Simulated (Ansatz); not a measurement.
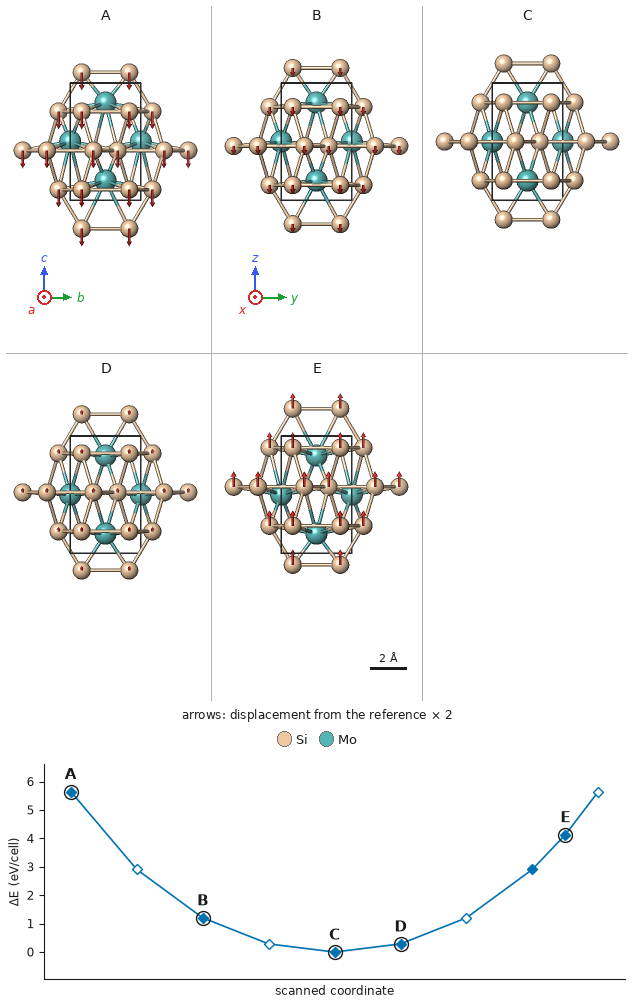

Frames of a one-coordinate scan of a crystal of Si2Mo (P6_222). Hollow markers are points alike by symmetry, not computed again. A ball-and-stick model of the cell of the calculation, seen along the a axis. Red arrows: displacements from the reference.

The calculation used Ansatz 0.2.0, DFT PBEsol, scalar-relativistic, plane waves, PAW. (plane-wave cutoff 420 eV; k-point mesh 12 × 12 × 6; occupations gaussian; smearing width 0.15 eV; no spin polarisation). Energies (free energies at the smearing named) are counted from the relaxed crystal.

> Which coordinate changes from frame to frame?

The whole Si sublattice is shifted rigidly, along Cartesian [0 0 1], all else fixed. In the frames the displacement is −0.50 Å (A), −0.25 Å (B), 0.00 Å (C), 0.125 Å (D), 0.4375 Å (E). The lowest computed point lies at the displacement 0.00 Å (0.00 eV/cell). The end points stand at 5.65 eV/cell (−0.50 Å) and 5.65 eV/cell (0.50 Å). The curvature at zero is about 39 eV/Å² per cell. The well is symmetric. At the highest point the shortest interatomic distance is 2.15 Å, against 2.55 Å in the reference. The distortion takes the space group from P6_222 to P6_2.
